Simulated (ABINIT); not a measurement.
Geometry relaxation, with input and output: KCl (part 2 of 3)

The same run, continued: KCl (2 atoms in the cell); Kohn-Sham DFT of a periodic cell, PBEsol, PseudoDojo NC SR PBEsol v0.4 stringent, no spin polarisation (ABINIT 10.8.3); cutoff 1006.82 eV, 5×5×5 k-mesh, fermi-dirac of 0.05 eV. The structure derives from a Materials Project entry.

Geometry of the input (Å; fractional positions):
```
3.8392  0.0000  0.0000
0.0000  3.8392  0.0000
0.0000  0.0000  3.8392
K  0.0000  0.0000  0.0000
Cl 0.5000  0.5000  0.5000
```

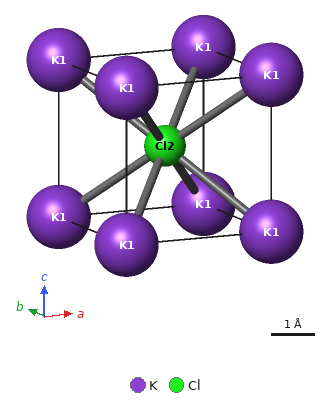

**Figure 1.** The geometry at step 2 of the log (ball-and-stick view of the cell of the calculation, seen slightly off an axis; atoms are numbered from 1 in the order of the input).

What the program printed, continued
```
--- !ResultsGS
iteration_state: {dtset: 1, itime: 3, icycle: 1, }
comment   : Summary of ground state results
lattice_vectors:
- [  7.0356955,   0.0000000,   0.0000000, ]
- [  0.0000000,   7.0356955,   0.0000000, ]
- [  0.0000000,   0.0000000,   7.0356955, ]
lattice_lengths: [   7.03570,    7.03570,    7.03570, ]
lattice_angles: [ 90.000,  90.000,  90.000, ] # degrees, (23, 13, 12)
lattice_volume:   3.4827404E+02
convergence: {deltae:  2.132E-12, res2:  1.815E-14, residm:  2.083E-04, diffor: null, }
etotal    :  -4.64949177E+01
entropy   :   0.00000000E+00
fermie    :   1.26012765E-01
cartesian_stress_tensor: # hartree/bohr^3
- [ -8.80252392E-06,   0.00000000E+00,   0.00000000E+00, ]
- [  0.00000000E+00,  -8.80252392E-06,   0.00000000E+00, ]
- [  0.00000000E+00,   0.00000000E+00,  -8.80252392E-06, ]
pressure_GPa:   2.5898E-01
xred      :
- [  0.0000E+00,   0.0000E+00,   0.0000E+00,  K]
- [  5.0000E-01,   5.0000E-01,   5.0000E-01, Cl]
cartesian_forces: # hartree/bohr
- [ -0.00000000E+00,  -0.00000000E+00,  -0.00000000E+00, ]
- [ -0.00000000E+00,  -0.00000000E+00,  -0.00000000E+00, ]
force_length_stats: {min:   0.00000000E+00, max:   0.00000000E+00, mean:   0.00000000E+00, }
...

 Integrated electronic density in atomic spheres:
 ------------------------------------------------
 Atom  Sphere_radius  Integrated_density
    1        2.00000          6.91854106
    2        2.00000          5.05770196

---OUTPUT-----------------------------------------------------------------------

 Cartesian coordinates (xcart) [bohr]
  0.00000000000000E+00  0.00000000000000E+00  0.00000000000000E+00
  3.51784774512272E+00  3.51784774512272E+00  3.51784774512272E+00
 Reduced coordinates (xred)
  0.00000000000000E+00  0.00000000000000E+00  0.00000000000000E+00
  5.00000000000000E-01  5.00000000000000E-01  5.00000000000000E-01
 Cartesian forces (fcart) [Ha/bohr]; max,rms= 0.00000E+00 0.00000E+00 (free atoms)
 -0.00000000000000E+00 -0.00000000000000E+00 -0.00000000000000E+00
 -0.00000000000000E+00 -0.00000000000000E+00 -0.00000000000000E+00
 Gradient of E wrt nuclear positions in reduced coordinates (gred)
  0.00000000000000E+00  0.00000000000000E+00  0.00000000000000E+00
  0.00000000000000E+00  0.00000000000000E+00  0.00000000000000E+00
 Scale of Primitive Cell (acell) [bohr]
  7.03569549024544E+00  7.03569549024544E+00  7.03569549024544E+00
 Real space primitive translations (rprimd) [bohr]
  7.03569549024544E+00  0.00000000000000E+00  0.00000000000000E+00
  0.00000000000000E+00  7.03569549024544E+00  0.00000000000000E+00
  0.00000000000000E+00  0.00000000000000E+00  7.03569549024544E+00
 Unitary Cell Volume (ucvol) [Bohr^3]=  3.48274040076633E+02
 Angles (23,13,12)= [degrees]
  9.00000000000000E+01  9.00000000000000E+01  9.00000000000000E+01
 Lengths [Bohr]
  7.03569549024544E+00  7.03569549024544E+00  7.03569549024544E+00
 Stress tensor in cartesian coordinates (strten) [Ha/bohr^3]
 -8.80252392310718E-06  0.00000000000000E+00  0.00000000000000E+00
  0.00000000000000E+00 -8.80252392310675E-06  0.00000000000000E+00
  0.00000000000000E+00  0.00000000000000E+00 -8.80252392310588E-06
 Total energy (etotal) [Ha]= -4.64949177128122E+01

 Difference of energy with previous step (new-old):
           Absolute (Ha)=-6.90373E-04
           Relative     =-1.48485E-05

--- Iteration: ( 4/50) Internal Cycle: (1/1)
--------------------------------------------------------------------------------

---SELF-CONSISTENT-FIELD CONVERGENCE--------------------------------------------

--- !BeginCycle
iteration_state: {dtset: 1, itime: 4, icycle: 1, }
solver: {iscf: 7, nstep: 80, nline: 4, wfoptalg: 0, }
tolerances: {tolvrs: 1.00E-12, }
...

     iter   Etot(hartree)      deltaE(h)  residm     vres2
 ETOT  1  -46.494572540712    -4.649E+01 1.187E-04 3.478E+00
 ETOT  2  -46.494915424017    -3.429E-04 3.944E-05 2.238E-01
 ETOT  3  -46.494933050609    -1.763E-05 1.158E-05 2.259E-02
 ETOT  4  -46.494934821971    -1.771E-06 1.991E-05 1.448E-03
 ETOT  5  -46.494934897197    -7.523E-08 5.709E-06 2.987E-05
 ETOT  6  -46.494934899028    -1.831E-09 1.040E-05 1.717E-06
 ETOT  7  -46.494934899107    -7.957E-11 2.956E-06 1.080E-08
 ETOT  8  -46.494934899106     1.478E-12 5.763E-06 4.779E-10
 ETOT  9  -46.494934899107    -9.450E-13 1.536E-06 2.046E-12
 ETOT 10  -46.494934899109    -1.826E-12 4.411E-06 5.204E-14

 At SCF step   10       vres2   =  5.20E-14 < tolvrs=  1.00E-12 =>converged.

 Cartesian components of stress tensor (hartree/bohr^3)
  sigma(1 1)=  1.12166099E-06  sigma(3 2)=  0.00000000E+00
  sigma(2 2)=  1.12166099E-06  sigma(3 1)=  0.00000000E+00
  sigma(3 3)=  1.12166099E-06  sigma(2 1)=  0.00000000E+00

--- !ResultsGS
iteration_state: {dtset: 1, itime: 4, icycle: 1, }
comment   : Summary of ground state results
lattice_vectors:
- [  7.0662042,   0.0000000,   0.0000000, ]
- [  0.0000000,   7.0662042,   0.0000000, ]
- [  0.0000000,   0.0000000,   7.0662042, ]
lattice_lengths: [   7.06620,    7.06620,    7.06620, ]
lattice_angles: [ 90.000,  90.000,  90.000, ] # degrees, (23, 13, 12)
lattice_volume:   3.5282435E+02
convergence: {deltae: -1.826E-12, res2:  5.204E-14, residm:  4.411E-06, diffor: null, }
etotal    :  -4.64949349E+01
entropy   :   0.00000000E+00
fermie    :   1.21461906E-01
cartesian_stress_tensor: # hartree/bohr^3
- [  1.12166099E-06,   0.00000000E+00,   0.00000000E+00, ]
- [  0.00000000E+00,   1.12166099E-06,   0.00000000E+00, ]
- [  0.00000000E+00,   0.00000000E+00,   1.12166099E-06, ]
pressure_GPa:  -3.3000E-02
xred      :
- [  0.0000E+00,   0.0000E+00,   0.0000E+00,  K]
- [  5.0000E-01,   5.0000E-01,   5.0000E-01, Cl]
cartesian_forces: # hartree/bohr
- [ -0.00000000E+00,  -0.00000000E+00,  -0.00000000E+00, ]
- [ -0.00000000E+00,  -0.00000000E+00,  -0.00000000E+00, ]
force_length_stats: {min:   0.00000000E+00, max:   0.00000000E+00, mean:   0.00000000E+00, }
...

 Integrated electronic density in atomic spheres:
 ------------------------------------------------
 Atom  Sphere_radius  Integrated_density
    1        2.00000          6.93343547
    2        2.00000          5.03536999

---OUTPUT-----------------------------------------------------------------------

 Cartesian coordinates (xcart) [bohr]
  0.00000000000000E+00  0.00000000000000E+00  0.00000000000000E+00
  3.53310208642533E+00  3.53310208642533E+00  3.53310208642533E+00
 Reduced coordinates (xred)
  0.00000000000000E+00  0.00000000000000E+00  0.00000000000000E+00
  5.00000000000000E-01  5.00000000000000E-01  5.00000000000000E-01
 Cartesian forces (fcart) [Ha/bohr]; max,rms= 0.00000E+00 0.00000E+00 (free atoms)
 -0.00000000000000E+00 -0.00000000000000E+00 -0.00000000000000E+00
 -0.00000000000000E+00 -0.00000000000000E+00 -0.00000000000000E+00
 Gradient of E wrt nuclear positions in reduced coordinates (gred)
  0.00000000000000E+00  0.00000000000000E+00  0.00000000000000E+00
  0.00000000000000E+00  0.00000000000000E+00  0.00000000000000E+00
 Scale of Primitive Cell (acell) [bohr]
  7.06620417285067E+00  7.06620417285067E+00  7.06620417285067E+00
 Real space primitive translations (rprimd) [bohr]
  7.06620417285067E+00  0.00000000000000E+00  0.00000000000000E+00
  0.00000000000000E+00  7.06620417285067E+00  0.00000000000000E+00
  0.00000000000000E+00  0.00000000000000E+00  7.06620417285067E+00
 Unitary Cell Volume (ucvol) [Bohr^3]=  3.52824346424001E+02
 Angles (23,13,12)= [degrees]
  9.00000000000000E+01  9.00000000000000E+01  9.00000000000000E+01
 Lengths [Bohr]
  7.06620417285067E+00  7.06620417285067E+00  7.06620417285067E+00
 Stress tensor in cartesian coordinates (strten) [Ha/bohr^3]
  1.12166098901719E-06  0.00000000000000E+00  0.00000000000000E+00
  0.00000000000000E+00  1.12166098901589E-06  0.00000000000000E+00
  0.00000000000000E+00  0.00000000000000E+00  1.12166098901589E-06
 Total energy (etotal) [Ha]= -4.64949348991086E+01

 Difference of energy with previous step (new-old):
           Absolute (Ha)=-1.71863E-05
           Relative     =-3.69638E-07

--- Iteration: ( 5/50) Internal Cycle: (1/1)
--------------------------------------------------------------------------------

---SELF-CONSISTENT-FIELD CONVERGENCE--------------------------------------------

--- !BeginCycle
iteration_state: {dtset: 1, itime: 5, icycle: 1, }
solver: {iscf: 7, nstep: 80, nline: 4, wfoptalg: 0, }
tolerances: {tolvrs: 1.00E-12, }
...

     iter   Etot(hartree)      deltaE(h)  residm     vres2
 ETOT  1  -46.494930543138    -4.649E+01 4.041E-06 4.483E-02
 ETOT  2  -46.494934947100    -4.404E-06 1.863E-06 2.937E-03
 ETOT  3  -46.494935174699    -2.276E-07 8.258E-07 2.907E-04
 ETOT  4  -46.494935197612    -2.291E-08 1.445E-06 1.881E-05
 ETOT  5  -46.494935198590    -9.778E-10 6.445E-07 3.870E-07
 ETOT  6  -46.494935198615    -2.483E-11 1.168E-06 2.201E-08
 ETOT  7  -46.494935198614     4.974E-13 5.188E-07 1.408E-10
 ETOT  8  -46.494935198612     2.181E-12 9.365E-07 6.626E-12
 ETOT  9  -46.494935198615    -2.906E-12 4.176E-07 2.976E-14

 At SCF step    9       vres2   =  2.98E-14 < tolvrs=  1.00E-12 =>converged.

 Cartesian components of stress tensor (hartree/bohr^3)
  sigma(1 1)=  2.01003291E-08  sigma(3 2)=  0.00000000E+00
  sigma(2 2)=  2.01003291E-08  sigma(3 1)=  0.00000000E+00
  sigma(3 3)=  2.01003291E-08  sigma(2 1)=  0.00000000E+00

--- !ResultsGS
iteration_state: {dtset: 1, itime: 5, icycle: 1, }
comment   : Summary of ground state results
lattice_vectors:
- [  7.0627161,   0.0000000,   0.0000000, ]
- [  0.0000000,   7.0627161,   0.0000000, ]
- [  0.0000000,   0.0000000,   7.0627161, ]
lattice_lengths: [   7.06272,    7.06272,    7.06272, ]
lattice_angles: [ 90.000,  90.000,  90.000, ] # degrees, (23, 13, 12)
lattice_volume:   3.5230211E+02
convergence: {deltae: -2.906E-12, res2:  2.976E-14, residm:  4.176E-07, diffor: null, }
etotal    :  -4.64949352E+01
entropy   :   0.00000000E+00
fermie    :   1.21979167E-01
cartesian_stress_tensor: # hartree/bohr^3
- [  2.01003291E-08,   0.00000000E+00,   0.00000000E+00, ]
- [  0.00000000E+00,   2.01003291E-08,   0.00000000E+00, ]
- [  0.00000000E+00,   0.00000000E+00,   2.01003291E-08, ]
pressure_GPa:  -5.9137E-04
xred      :
- [  0.0000E+00,   0.0000E+00,   0.0000E+00,  K]
- [  5.0000E-01,   5.0000E-01,   5.0000E-01, Cl]
cartesian_forces: # hartree/bohr
- [ -0.00000000E+00,  -0.00000000E+00,  -0.00000000E+00, ]
- [ -0.00000000E+00,  -0.00000000E+00,  -0.00000000E+00, ]
force_length_stats: {min:   0.00000000E+00, max:   0.00000000E+00, mean:   0.00000000E+00, }
...

 Integrated electronic density in atomic spheres:
 ------------------------------------------------
 Atom  Sphere_radius  Integrated_density
    1        2.00000          6.93125698
    2        2.00000          5.03233110

---OUTPUT-----------------------------------------------------------------------

 Cartesian coordinates (xcart) [bohr]
  0.00000000000000E+00  0.00000000000000E+00  0.00000000000000E+00
  3.53135804487258E+00  3.53135804487258E+00  3.53135804487258E+00
 Reduced coordinates (xred)
  0.00000000000000E+00  0.00000000000000E+00  0.00000000000000E+00
  5.00000000000000E-01  5.00000000000000E-01  5.00000000000000E-01
 Cartesian forces (fcart) [Ha/bohr]; max,rms= 0.00000E+00 0.00000E+00 (free atoms)
 -0.00000000000000E+00 -0.00000000000000E+00 -0.00000000000000E+00
 -0.00000000000000E+00 -0.00000000000000E+00 -0.00000000000000E+00
 Gradient of E wrt nuclear positions in reduced coordinates (gred)
  0.00000000000000E+00  0.00000000000000E+00  0.00000000000000E+00
  0.00000000000000E+00  0.00000000000000E+00  0.00000000000000E+00
 Scale of Primitive Cell (acell) [bohr]
  7.06271608974517E+00  7.06271608974517E+00  7.06271608974517E+00
 Real space primitive translations (rprimd) [bohr]
  7.06271608974517E+00  0.00000000000000E+00  0.00000000000000E+00
  0.00000000000000E+00  7.06271608974517E+00  0.00000000000000E+00
  0.00000000000000E+00  0.00000000000000E+00  7.06271608974517E+00
 Unitary Cell Volume (ucvol) [Bohr^3]=  3.52302111340403E+02
 Angles (23,13,12)= [degrees]
  9.00000000000000E+01  9.00000000000000E+01  9.00000000000000E+01
 Lengths [Bohr]
  7.06271608974517E+00  7.06271608974517E+00  7.06271608974517E+00
 Stress tensor in cartesian coordinates (strten) [Ha/bohr^3]
  2.01003290921375E-08  0.00000000000000E+00  0.00000000000000E+00
  0.00000000000000E+00  2.01003290904028E-08  0.00000000000000E+00
  0.00000000000000E+00  0.00000000000000E+00  2.01003290891018E-08
 Total energy (etotal) [Ha]= -4.64949351986149E+01

 Difference of energy with previous step (new-old):
           Absolute (Ha)=-2.99506E-07
           Relative     =-6.44170E-09

 At Broyd/MD step   5, gradients are converged :
  max grad (force/stress) = 2.0100E-06 < tolmxf= 2.0000E-05 ha/bohr (free atoms)

================================================================================

 ----iterations are completed or convergence reached----

 Mean square residual over all n,k,spin=   37.221E-10; max=  41.760E-08
 reduced coordinates (array xred) for    2 atoms
       0.000000000000      0.000000000000      0.000000000000
       0.500000000000      0.500000000000      0.500000000000
 rms dE/dt=  0.0000E+00; max dE/dt=  0.0000E+00; dE/dt below (all hartree)
    1       0.000000000000      0.000000000000      0.000000000000
    2       0.000000000000      0.000000000000      0.000000000000

 cartesian coordinates (angstrom) at end:
    1      0.00000000000000     0.00000000000000     0.00000000000000
    2      1.86871419961779     1.86871419961779     1.86871419961779

 cartesian forces (hartree/bohr) at end:
    1     -0.00000000000000    -0.00000000000000    -0.00000000000000
    2     -0.00000000000000    -0.00000000000000    -0.00000000000000
 frms,max,avg= 0.0000000E+00 0.0000000E+00   0.000E+00  0.000E+00  0.000E+00 h/b

 cartesian forces (eV/Angstrom) at end:
    1     -0.00000000000000    -0.00000000000000    -0.00000000000000
    2     -0.00000000000000    -0.00000000000000    -0.00000000000000
 frms,max,avg= 0.0000000E+00 0.0000000E+00   0.000E+00  0.000E+00  0.000E+00 e/A
 length scales=  7.062716089745  7.062716089745  7.062716089745 bohr
              =  3.737428399236  3.737428399236  3.737428399236 angstroms
 Fermi (or HOMO) energy (hartree) =   0.12198   Average Vxc (hartree)=  -0.32196
 Eigenvalues (hartree) for nkpt=  10  k points:
 kpt#   1, nband= 12, wtk=  0.00800, kpt=  0.0000  0.0000  0.0000 (reduced coord)
  -0.96689   -0.41379   -0.35811   -0.35811   -0.35811    0.04506    0.04506    0.04506
   0.23555    0.28650    0.28650    0.44818
      occupation numbers for kpt#   1
   2.00000    2.00000    2.00000    2.00000    2.00000    2.00000    2.00000    2.00000
   0.00000    0.00000    0.00000    0.00000
 prteigrs : prtvol=0 or 1, do not print more k-points.

--- !EnergyTerms
iteration_state     : {dtset: 1, itime: 5, icycle: 1, }
comment             : Components of total free energy in Hartree
kinetic             :  1.58767320649469E+01
hartree             :  8.26989747370522E+00
xc                  : -1.08210505448454E+01
Ewald energy        : -3.32657152422063E+01
psp_core            :  7.84792275414182E-01
local_psp           : -3.38361193826320E+01
non_local_psp       :  6.49652815700246E+00
internal            : -4.64949351986149E+01
'-kT*entropy'       :  1.25294605474896E-15
total_energy        : -4.64949351986149E+01
total_energy_eV     : -1.26519164017137E+03
band_energy         : -4.79478022595350E+00
...

 Cartesian components of stress tensor (hartree/bohr^3)
  sigma(1 1)=  2.01003291E-08  sigma(3 2)=  0.00000000E+00
  sigma(2 2)=  2.01003291E-08  sigma(3 1)=  0.00000000E+00
  sigma(3 3)=  2.01003291E-08  sigma(2 1)=  0.00000000E+00

-Cartesian components of stress tensor (GPa)         [Pressure= -5.9137E-04 GPa]
- sigma(1 1)=  5.91372099E-04  sigma(3 2)=  0.00000000E+00
- sigma(2 2)=  5.91372099E-04  sigma(3 1)=  0.00000000E+00
- sigma(3 3)=  5.91372099E-04  sigma(2 1)=  0.00000000E+00

== END DATASET(S) ==============================================================
================================================================================

 -outvars: echo values of variables after computation  --------
            acell      7.0627160897E+00  7.0627160897E+00  7.0627160897E+00 Bohr
           etotal     -4.6494935199E+01
            fcart     -0.0000000000E+00 -0.0000000000E+00 -0.0000000000E+00
                      -0.0000000000E+00 -0.0000000000E+00 -0.0000000000E+00
           strten      2.0100329092E-08  2.0100329090E-08  2.0100329089E-08
                       0.0000000000E+00  0.0000000000E+00  0.0000000000E+00
           xangst      0.0000000000E+00  0.0000000000E+00  0.0000000000E+00
                       1.8687141996E+00  1.8687141996E+00  1.8687141996E+00
             xred      0.0000000000E+00  0.0000000000E+00  0.0000000000E+00
                       5.0000000000E-01  5.0000000000E-01  5.0000000000E-01
 Calculation completed.
```

Trajectory as extended XYZ (Å, eV, eV/Å), 5 frames, from step=0 to step=4
```
2
Lattice="3.8392 0.0000 0.0000 0.0000 3.8392 0.0000 0.0000 0.0000 3.8392" Properties=species:S:1:pos:R:3:forces:R:3 step=0 energy=-1265.17016
K     0.0000    0.0000    0.0000    0.0000   0.0000   0.0000
Cl    1.9196    1.9196    1.9196    0.0000   0.0000   0.0000
2
Lattice="3.8335 0.0000 0.0000 0.0000 3.8335 0.0000 0.0000 0.0000 3.8335" Properties=species:S:1:pos:R:3:forces:R:3 step=1 energy=-1265.17238
K     0.0000    0.0000    0.0000    0.0000   0.0000   0.0000
Cl    1.9168    1.9168    1.9168    0.0000   0.0000   0.0000
2
Lattice="3.7231 0.0000 0.0000 0.0000 3.7231 0.0000 0.0000 0.0000 3.7231" Properties=species:S:1:pos:R:3:forces:R:3 step=2 energy=-1265.19116
K     0.0000    0.0000    0.0000    0.0000   0.0000   0.0000
Cl    1.8616    1.8616    1.8616    0.0000   0.0000   0.0000
2
Lattice="3.7393 0.0000 0.0000 0.0000 3.7393 0.0000 0.0000 0.0000 3.7393" Properties=species:S:1:pos:R:3:forces:R:3 step=3 energy=-1265.19163
K     0.0000    0.0000    0.0000    0.0000   0.0000   0.0000
Cl    1.8696    1.8696    1.8696    0.0000   0.0000   0.0000
2
Lattice="3.7374 0.0000 0.0000 0.0000 3.7374 0.0000 0.0000 0.0000 3.7374" Properties=species:S:1:pos:R:3:forces:R:3 step=4 energy=-1265.19164
K     0.0000    0.0000    0.0000    0.0000   0.0000   0.0000
Cl    1.8687    1.8687    1.8687    0.0000   0.0000   0.0000
```

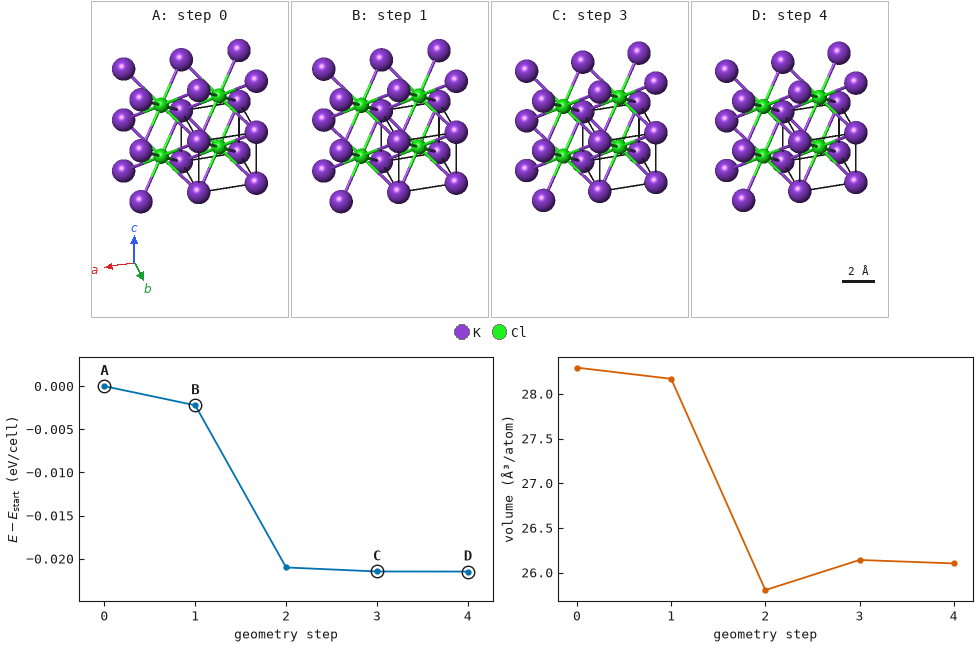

**Figure 2.** Frames of the relaxation (ball-and-stick view of the cell of the calculation, repeated 2 × 1 × 2, seen at an oblique angle) above the curves, on which the letters mark them (steps are counted from 0).

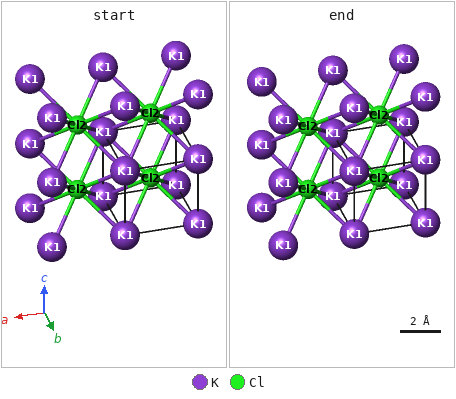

**Figure 3.** Before (left) and after (right) the relaxation, at one scale (ball-and-stick view of the cell of the calculation, repeated 2 × 1 × 2, seen at an oblique angle). Over 4 geometry steps the energy falls by 21.5 meV per cell of the calculation. All forces vanish by symmetry, so only the cell relaxes. No atom moves by more than 0.005 Å relative to the cell. Cell: a = b = c 3.839 → 3.737 Å (−2.7 %). Volume −7.7 %. Among the contacts that change: K1–Cl2 3.325 → 3.237 Å. The space group stays Pm-3m (No. 221). (Atoms are counted from 1 in the order of the input.)
